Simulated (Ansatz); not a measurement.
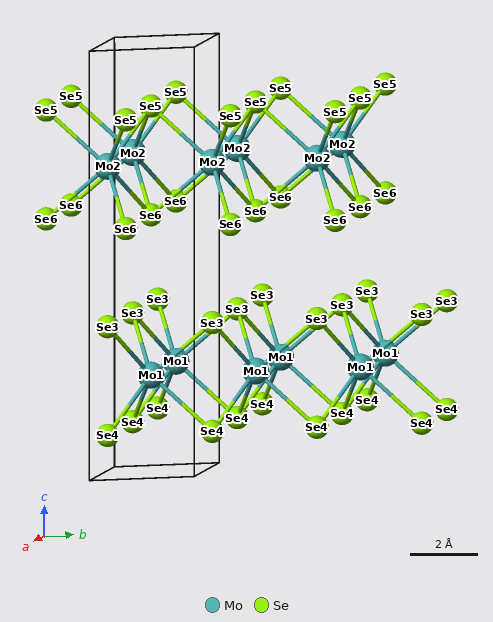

Fig. 1: The input geometry (ball-and-stick view of the cell of the calculation, repeated 2 × 3 × 1, seen slightly off an axis; bonded neighbours outside the cell are drawn too; atoms are numbered from 1 in the order of the input). Near neighbours in the crystal (not all of them lie inside the picture): Mo has 6 Se at 2.53 Å; Se has 3 Mo at 2.53 Å.

# Band-structure calculation of MoSe$_{2}$ (part 1 of 2)

The run: band-structure calculation of MoSe$_{2}$ (P6₃/mmc, 6 atoms in the cell). Method and program: DFT, HSE06, plane waves, PAW, no spin polarisation (Ansatz 0.2.0).

The structure was built on a prototype by a generator. The geometry comes from this level: r2scan-rvv10. Figures and captions count atoms from 1; the log counts them from 0 in places.

**Input**
```yaml
crystal:
  lattice:
    - [3.3053967699, 0.0, 0.0]
    - [-1.652698385, 2.8625575724, 0.0]
    - [0.0, 0.0, 13.087830961]
  atoms:
    - { symbol: Mo, position: [0.3333333333, 0.6666666667, 0.25] }
    - { symbol: Mo, position: [0.6666666667, 0.3333333333, 0.75] }
    - { symbol: Se, position: [0.6666666667, 0.3333333333, 0.3766314215] }
    - { symbol: Se, position: [0.6666666667, 0.3333333333, 0.1233685785] }
    - { symbol: Se, position: [0.3333333333, 0.6666666667, 0.8766314215] }
    - { symbol: Se, position: [0.3333333333, 0.6666666667, 0.6233685785] }
kpoints:
  mp_grid: { grid: [6, 6, 2] }
  band_path:
    path:
      - [0.0, 0.0, 0.0]
      - [0.5, 0.0, 0.0]
      - [0.3333333333, 0.3333333333, 0.0]
      - [0.0, 0.0, 0.5]
      - [0.5, 0.0, 0.5]
      - [0.3333333333, 0.3333333333, 0.5]
      - [0.182292, 0.184896, 0.0]
    npoints: 1
hamiltonian:
  xc: hse06
scf:
  occupations: { method: fixed }
  n_extra_bands: 5
output:
  forces: true
  stress: true
  eigenvalues: true
  write_density: true
  write_potential: true
  elf: true
  volumetric_format: npy
```

Machine: 8 threads of Intel Xeon (Sapphire Rapids), 64 GiB of memory available, shared host.

Command:
```bash
ansatz run input.yaml --threads 8 --pin off --max-ram 12902MiB --backend cpu --events-out ev --progress --plain --runs-dir out
```

**Log**
```
Warning: output.stress: scf.convergence.dr2_threshold = 1e-7 eV (the SCF's general default) is looser than the 6e-10 eV advised for a printed stress (1e-10 eV for each atom of the cell: 6). What an SCF threshold leaves in a stress goes as its square root, and in the free energy as the threshold itself, and one threshold admits the most on a small cell: of the crystals measured, under no hybrid functional and no lock of the moments, on runs that ended without the residual-converged pass, on stresses that held no estimate of that error, the worst erred by over 100 MPa in a component at 1e-7 eV an atom and by under 5 at 1e-10. Set scf.convergence.dr2_threshold to 6e-10 eV or tighter. The threshold is an SCF's pass mark: one that does not reach it within its budget of iterations ends unconverged, or closes short of it on a stop that the run arms, and scf.convergence.dr2_threshold's page says what that costs each kind of run
Warning: output.stress: scf.exx.energy_threshold = 1e-6 eV is looser than the 6e-8 eV advised for a stress under a hybrid functional (1e-8 eV for each atom of the cell: 6). Every SCF of the exchange loop can meet its threshold on dr2 while the loop round them stops early: no threshold on dr2 bounds what that leaves in the stress. Set scf.exx.energy_threshold to 6e-8 eV or tighter. The threshold is the loop's pass mark: a loop that does not reach it within its budget of cycles ends unconverged, and scf.exx.energy_threshold's page has the law
scf.n_extra_bands = 5 over 46 filled bands (N_el = 92.0): the run solves 51 bands
Engine: ansatz 0.2.0, x86_64-unknown-linux-gnu
Pseudopotentials: kind: paw
Pseudopotential: Mo, paw, valence charge 14, recommended cutoff 420 eV (normal), Mo.paw.azcp
Pseudopotential: Se, paw, valence charge 16, recommended cutoff 420 eV (normal), Se.paw.azcp
Functional definition: HSE06
  parameter a = 0.25
  parameter omega = 0.11/bohr
  exchange = pbe_x - a*pbe_x_sr(omega) + a*exact_x_sr(omega)
  correlation = pbe_c
davidson cushion auto → on  (no smearing: the cushion is to keep the highest requested band from converging to the state above it; pin scf.eigensolver.cushion to override)
Crystal: 6 atoms, lattice volume = 123.836 Å³
Basis set: ecut = 420 eV, 2491 PW (Γ), exchange–correlation on 48×48×180 points (8 copies of the dense FFT grid, shifted against one another)
Bands: 51, of which v1, the nominal top of the filled ones, is band 46 counted from 1 (45 counted from 0)
Symmetry: 24 space group operations
Space group: P63/mmc (ITA 194), of the structure as read, at distance tolerance 5.0e-5 Å
k-points: 14 of 72
Non-local potential: Mo, projectors of the file, l = 0: 3, l = 1: 2, l = 2: 2, l = 3: 1
Non-local potential: Se, projectors of the file, l = 0: 2, l = 1: 2, l = 2: 3, l = 3: 1
PAW form: soft (Blöchl's): semilocal exchange-correlation on the pseudo side does not see the compensation charge
PAW frozen core: Mo, regenerated for the run's functional, and the local potential with it (the file was generated under x = pbe(κ = 0.804, μ = 0.2195149727645171), c = pbe(β = 0.06672455060314922))
PAW frozen core: Se, regenerated for the run's functional, and the local potential with it (the file was generated under x = pbe(κ = 0.804, μ = 0.2195149727645171), c = pbe(β = 0.06672455060314922))
PAW one-centre angular grid: Mo, 590 points (default); XC on 64 Gauss nodes
PAW one-centre angular grid: Se, 590 points (default); XC on 64 Gauss nodes
Initial density: superposition of atomic densities (neutral atoms: chi_scale 0, normalization atom), corrected by the library's trained network
Initial wavefunctions: pseudopotential atomic-orbital guess
Functional: x = pbe(κ = 0.804, μ = 0.2195149727645171), c = pbe(β = 0.06672455060314922), warm-up for x = pbe(κ = 0.804, μ = 0.2195149727645171) + 0.25 (exact − pbe) at short range (hse, ω = 0.20786987370883472 Å⁻¹), c = pbe(β = 0.06672455060314922); HSE06 as pw.x's `hse` composes it (authors' and Libxc's form: `xc: wpbeh`)
SCF iter   1: F=—  HF=-31792.379708 eV  |F-HF|=—  |Δ(HF+E_count)|=         —  Δρ=5.03e-3  dr2=1.37e-2  ethr=1.77e-3  ⟨swp⟩=5.3  Hψ=2829  notcnv=0
preconditioner: auto → none  [insulator: Δε(μ)=0.917 eV  Ē_g=7.252 eV  n_scr=40 (ndim 8)  ℏωp=20.0 eV  f_vac=0.057]
SCF iter   2: F=—  HF=-31792.394405 eV  |F-HF|=—  |Δ(HF+E_count)|=   1.47e-2  Δρ=4.21e-3  dr2=5.11e-2  ethr=1.48e-5  ⟨swp⟩=4.2  Hψ=2001  notcnv=0
SCF iter   3: F=—  HF=-31792.390948 eV  |F-HF|=—  |Δ(HF+E_count)|=   3.46e-3  Δρ=2.61e-3  dr2=1.32e-2  ethr=1.48e-5  ⟨swp⟩=3.9  Hψ=1863  notcnv=0
iter 4 solved again at ethr=1.39e-6 eV; its pass at ethr=1.43e-5 eV (dr2=1.28e-3 eV) is discarded
SCF iter   4: F=—  HF=-31792.391476 eV  |F-HF|=—  |Δ(HF+E_count)|=   5.28e-4  Δρ=9.62e-4  dr2=1.24e-3  ethr=1.39e-6  ⟨swp⟩=2.4  Hψ=3171  notcnv=0
SCF iter   5: F=-31792.391697 eV  HF=-31792.391708 eV  |F-HF|=1.12e-5  |Δ(HF+E_count)|=   2.32e-4  Δρ=1.55e-4  dr2=2.94e-5  ethr=1.35e-6  ⟨swp⟩=3.0  Hψ=1658  notcnv=0
SCF 1 stopped early in 5 iterations: F = -31792.391697 eV  dr2 = 2.94e-5
  greatest PAW one-centre occupation: 1.000 electrons in one spin orbital (limit 2), on the Se atom at site 5 (counted from 0), in its partial waves of l = 2
Initial density: handed on by an earlier stage of this run
Initial wavefunctions: those handed on with the density
Functional: x = pbe(κ = 0.804, μ = 0.2195149727645171) + 0.25 (exact − pbe) at short range (hse, ω = 0.20786987370883472 Å⁻¹), c = pbe(β = 0.06672455060314922); HSE06 as pw.x's `hse` composes it (authors' and Libxc's form: `xc: wpbeh`)
Exchange kernel: α = 0.2500, screened, ω = 0.2079 Å⁻¹, Wigner–Seitz truncation, v(0) = 1045.2587 eV·Å³, q-mesh 6×6×2, nearest image of the exchange supercell L = 19.83 Å, pair-density grid 18×18×60, without the augmentation charges, whose exchange is taken in its separable form by FFT convolution over the k-point mesh (sized by the pseudopotential files, 20×20×90 at the most), smooth part of the exact exchange by density-matrix convolution
Frozen-core exchange: fock
SCF iter   1: F=—  HF=-31802.343897 eV  |F-HF|=—  |Δ(HF+E_count)|=         —  Δρ=1.12e-2  dr2=3.50e-1  ethr=3.20e-7  ⟨swp⟩=6.5  Hψ=3616  notcnv=0
preconditioner: auto → none  [insulator: Δε(μ)=1.367 eV  Ē_g=8.558 eV  n_scr=40 (ndim 8)  ℏωp=20.0 eV  f_vac=0.060]
SCF iter   2: F=—  HF=-31802.445971 eV  |F-HF|=—  |Δ(HF+E_count)|=   1.02e-1  Δρ=1.67e-2  dr2=1.17e0  ethr=3.20e-7  ⟨swp⟩=5.4  Hψ=3412  notcnv=0  recentre
SCF iter   3: F=—  HF=-31802.273454 eV  |F-HF|=—  |Δ(HF+E_count)|=   1.73e-1  Δρ=3.88e-3  dr2=2.99e-2  ethr=3.20e-7  ⟨swp⟩=5.1  Hψ=3188  notcnv=0
SCF iter   4: F=—  HF=-31802.288781 eV  |F-HF|=—  |Δ(HF+E_count)|=   1.53e-2  Δρ=2.04e-3  dr2=7.87e-3  ethr=3.20e-7  ⟨swp⟩=4.0  Hψ=2691  notcnv=0
SCF iter   5: F=—  HF=-31802.287176 eV  |F-HF|=—  |Δ(HF+E_count)|=   1.61e-3  Δρ=6.10e-4  dr2=4.06e-4  ethr=3.20e-7  ⟨swp⟩=4.0  Hψ=2377  notcnv=0
SCF iter   6: F=—  HF=-31802.288471 eV  |F-HF|=—  |Δ(HF+E_count)|=   1.30e-3  Δρ=4.95e-4  dr2=8.07e-4  ethr=1.95e-7  ⟨swp⟩=4.0  Hψ=2089  notcnv=0
SCF iter   7: F=-31802.288335 eV  HF=-31802.288336 eV  |F-HF|=4.38e-7  |Δ(HF+E_count)|=   1.35e-4  Δρ=3.81e-5  dr2=5.26e-6  ethr=1.95e-7  ⟨swp⟩=3.0  Hψ=1825  notcnv=0
SCF 2 stopped early in 7 iterations: F = -31802.288335 eV  dr2 = 5.26e-6
  Residual-converged pass: ⟨swp⟩=4.0  Hψ=2607  notcnv=0  max |occ|·‖R‖ = 6.6e-6 eV (tolerance 6.7e-6 eV)  dr2=5.24e-6  dr2_onsite=1.20e-7  max |Δocc| = 0.0e0
hybrid outer 1: dexx = +2.848e-2 eV, tail = 2.29e-4 eV
Exchange kernel: α = 0.2500, screened, ω = 0.2079 Å⁻¹, Wigner–Seitz truncation, v(0) = 1045.2587 eV·Å³, q-mesh 6×6×2, nearest image of the exchange supercell L = 19.83 Å, pair-density grid 18×18×60, without the augmentation charges, whose exchange is taken in its separable form by FFT convolution over the k-point mesh (sized by the pseudopotential files, 20×20×90 at the most), smooth part of the exact exchange by density-matrix convolution
Frozen-core exchange: fock
SCF iter   1: F=—  HF=-31802.289014 eV  |F-HF|=—  |Δ(HF+E_count)|=         —  Δρ=6.80e-5  dr2=2.95e-6  ethr=1.24e-6  ⟨swp⟩=2.1  Hψ=1584  notcnv=0
preconditioner: auto → none  [insulator: Δε(μ)=1.426 eV  Ē_g=8.433 eV  n_scr=40 (ndim 8)  ℏωp=20.0 eV  f_vac=0.061]
SCF iter   2: F=—  HF=-31802.289021 eV  |F-HF|=—  |Δ(HF+E_count)|=   7.80e-6  Δρ=3.49e-5  dr2=7.00e-7  ethr=2.52e-9  ⟨swp⟩=4.0  Hψ=2628  notcnv=0
SCF iter   3: F=—  HF=-31802.289021 eV  |F-HF|=—  |Δ(HF+E_count)|=   1.72e-7  Δρ=1.39e-5  dr2=1.44e-7  ethr=5.68e-10  ⟨swp⟩=2.4  Hψ=1591  notcnv=0
SCF iter   4: F=—  HF=-31802.289022 eV  |F-HF|=—  |Δ(HF+E_count)|=   7.27e-7  Δρ=5.16e-6  dr2=3.43e-8  ethr=8.29e-11  ⟨swp⟩=4.0  Hψ=2237  notcnv=0  defer=1
SCF iter   5: F=—  HF=-31802.289022 eV  |F-HF|=—  |Δ(HF+E_count)|=   1.02e-8  Δρ=8.17e-7  dr2=8.18e-9  ethr=3.45e-11  ⟨swp⟩=3.0  Hψ=1954  notcnv=0
SCF iter   6: F=—  HF=-31802.289022 eV  |F-HF|=—  |Δ(HF+E_count)|=   5.84e-8  Δρ=1.68e-6  dr2=5.44e-9  ethr=1.84e-12 (applied; sched 1.00e-12)  ⟨swp⟩=4.9  Hψ=2074  notcnv=0
SCF iter   7: F=-31802.289022 eV  HF=-31802.289022 eV  |F-HF|=1.05e-9  |Δ(HF+E_count)|=   7.21e-9  Δρ=8.64e-7  dr2=1.32e-9  ethr=1.75e-12 (applied; sched 1.00e-12)  ⟨swp⟩=4.9  Hψ=1909  notcnv=0
SCF 3 converged in 7 iterations: F = -31802.289022 eV  dr2 = 1.32e-9
  Residual-converged pass: ⟨swp⟩=2.8  Hψ=1815  notcnv=0  max |occ|·‖R‖ = 7.7e-7 eV (tolerance 7.7e-7 eV)  dr2=1.31e-9  dr2_onsite=4.23e-11  max |Δocc| = 0.0e0
  greatest PAW one-centre occupation: 1.000 electrons in one spin orbital (limit 2), on the Se atom at site 4 (counted from 0), in its partial waves of l = 2
hybrid outer 2: dexx = +8.375e-6 eV, tail = 9.59e-8 eV, Δε = 2.21e-3 eV (about 8.21e-5 eV left of the loop's levels), ΔF = 1.07e-2 eV/Å (tail 1.63e-3)
Exchange kernel: α = 0.2500, screened, ω = 0.2079 Å⁻¹, Wigner–Seitz truncation, v(0) = 1045.2587 eV·Å³, q-mesh 6×6×2, nearest image of the exchange supercell L = 19.83 Å, pair-density grid 18×18×60, without the augmentation charges, whose exchange is taken in its separable form by FFT convolution over the k-point mesh (sized by the pseudopotential files, 20×20×90 at the most), smooth part of the exact exchange by density-matrix convolution
Frozen-core exchange: fock
SCF iter   1: F=—  HF=-31802.289023 eV  |F-HF|=—  |Δ(HF+E_count)|=         —  Δρ=2.57e-6  dr2=4.99e-9  ethr=5.21e-10  ⟨swp⟩=3.4  Hψ=1674  notcnv=0
preconditioner: auto → none  [insulator: Δε(μ)=1.426 eV  Ē_g=8.433 eV  n_scr=40 (ndim 8)  ℏωp=20.0 eV  f_vac=0.062]
SCF iter   2: F=—  HF=-31802.289023 eV  |F-HF|=—  |Δ(HF+E_count)|=   2.08e-9  Δρ=1.86e-6  dr2=7.73e-9  ethr=5.28e-12  ⟨swp⟩=4.2  Hψ=2471  notcnv=0
SCF iter   3: F=-31802.289023 eV  HF=-31802.289023 eV  |F-HF|=1.32e-9  |Δ(HF+E_count)|=  7.64e-10  Δρ=1.11e-6  dr2=1.62e-9  ethr=5.28e-12  ⟨swp⟩=3.9  Hψ=1766  notcnv=0  defer=1
SCF 4 converged in 3 iterations: F = -31802.289023 eV  dr2 = 1.62e-9
  Residual-converged pass: ⟨swp⟩=3.0  Hψ=1637  notcnv=0  max |occ|·‖R‖ = 1.5e-6 eV (tolerance 1.6e-6 eV)  dr2=1.63e-9  dr2_onsite=4.30e-11  max |Δocc| = 0.0e0
```

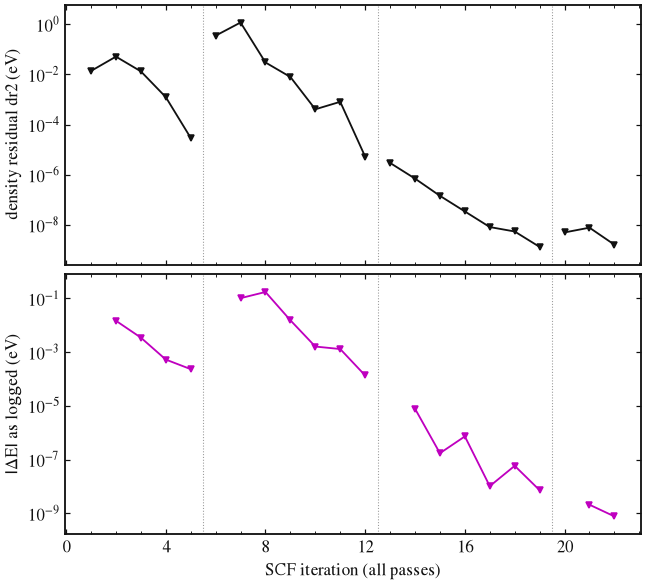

Fig. 2: Convergence of the self-consistent field: density residual dr2 and size of the energy change against the SCF iteration. The run starts with a semilocal functional; after that each stretch between dotted lines is one SCF of the hybrid functional between two exact rebuilds of the exchange operator by the outer loop. Early passes are stopped at a loose threshold. The passes take 5, 7, 7 and 3 iterations.

```
hybrid outer 3: dexx = +1.979e-9 eV, tail = 3.35e-9 eV, Δε = 9.98e-5 eV (about 3.29e-5 eV left of the loop's levels), ΔF = 1.00e-4 eV/Å (tail 3.55e-4)
NSCF: frozen V_eff on 7 k-points
hybrid SCF converged: 3 outer / 17 inner (+5 warm-up), last move |dexx| = 1.98e-9 eV, tail = 3.35e-9 eV
Stability not checked: this state was not tested for a lower state beside it, because the functional holds exact exchange (a hybrid, or Hartree-Fock), whose exchange loop this test does not read (fock_operator; see scf.lower_state_search)
Free energy (F): -31802.289023 eV
Frozen-core exchange: fock
Harris-Foulkes:  -31802.289023 eV  (|F-HF|=1.32e-9)
Internal energy: -31802.289023 eV  (E = F + TS)
E sigma→0 (E₀):  -31802.289023 eV
Fermi energy:    11.655413 eV
--- Per-component energies (eV) ---
  E_band       = -1922.323194
  E_kinetic    = 1352.440733
  E_local      = -12119.062502  (includes V_loc(G=0)·N_el)
  E_nonlocal   = -2101.574607
  E_hartree    = 5728.237384
  E_xc         = -630.060401
  E_vxc        = -680.045163  (∫ρ·V_xc dr)
  E_exx        = -356.782058  (= α·E_x^exact, valence–valence)
  E_paw        = -13847.516501  (= ΣΔE_a)
  E_vpaw       = 883.008445  (= ΣTr[D̂ρ^β])
  E_aug_tail   = -0.002285  (compensation charges beyond the density's cutoff)
  E_ewald      = -9822.806377
  E_core_change = -5.162408  (= ΣΔE_core)
  E_smearing   = -0.000000  (= −TS)
  E_closure    = -0.000001  (closes the sum)
  Σ components = -31802.289023   (vs F -31802.289023, Δ=0.00e0)
--- Forces (eV/Å), atoms counted from 1 ---
  atom   1  Mo     0.00000000     0.00000000     0.00000000
  atom   2  Mo    -0.00000000    -0.00000000     0.00000000
  atom   3  Se     0.00000000    -0.00000000    -0.34808586
  atom   4  Se    -0.00000000    -0.00000000     0.34808586
  atom   5  Se     0.00000000     0.00000000    -0.34808586
  atom   6  Se     0.00000000     0.00000000     0.34808586
  max |Σ_I F_I| component: 9.25e-18 eV/Å
--- Stress (GPa, compression-positive) ---
       -2.174689       0.000000       0.000000
        0.000000      -2.174689       0.000000
        0.000000       0.000000      -1.116148
  P = ⅓ Tr σ = -1.8218 GPa (-18.218 kbar)
--- Band table (eV; the first three rows and the last of 14) ---
  k-point 0: bands = ["-53.5544", "-53.5544", "-40.0153", "-40.0153", "-40.0153", "-40.0153", "-40.0151", "-40.0151", "-40.0150", "-40.0150", "-39.9700", "-39.9700", "-39.9697", "-39.9697", "-39.9688", "-39.9688", "-39.9686", "-39.9686", "-39.9529", "-39.9527", "-39.9505", "-39.9502", "-26.2983", "-26.2982", "-26.0909", "-26.0909", "-26.0909", "-26.0909", "-4.5817", "-4.3147", "-3.4837", "-3.0717", "4.5500", "5.6681", "8.0585", "8.7280", "8.7280", "8.7441", "8.7441", "9.9256", "9.9256", "9.9714", "9.9714", "10.5432", "10.6173", "11.6554", "14.7885", "14.7885", "14.8492", "14.8492", "14.9919"]
```
